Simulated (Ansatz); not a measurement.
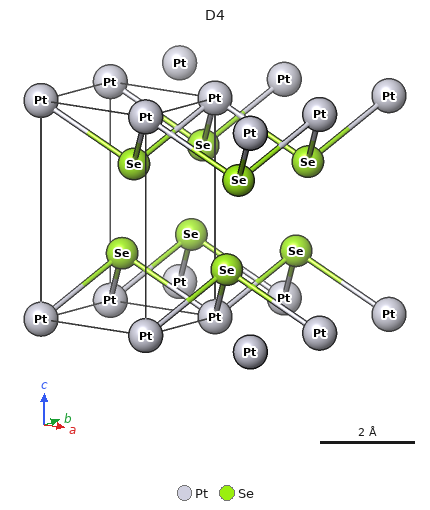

Crystalline PtSe₂ (set up in P-3m1), relaxed (cell and atoms) with several dispersion corrections. The picture shows the result with D4. A ball-and-stick model of the cell of the calculation, repeated 2 × 2 × 1 with one cell outlined, seen slightly off an axis.

Computed with Ansatz 0.2.0: PBEsol, Ansatz PAW. Set-up: plane-wave cutoff 420 eV; k-point mesh 8 × 8 × 5; occupations fermi-dirac; smearing width 0.05 eV; no spin polarisation; cell and atoms relaxed; force threshold 0.01 eV/Å.

```
dispersion correction  volume (Å³/atom)  a (Å)  c (Å)
                   D4            19.057  3.745  4.708
               D3(BJ)            18.709  3.736  4.643
                 none            19.785  3.758  4.853
           D3(BJ)-ATM                 ?      ?      ?
```

**Fill in the missing row.**

With D3(BJ)-ATM the volume falls between D3(BJ) (18.709) and D4 (19.057). The calculation gives 18.875 Å³/atom (a = 3.740 Å, c = 4.675 Å). In order of volume: D3(BJ) < D3(BJ)-ATM < D4 < none; the spread is 5.8 %.

Each member starts from this one structure; whether another phase lies lower wasn't checked.

Limits of the set-up: layers or molecules are held without a dispersion correction, so their spacing is unreliable.
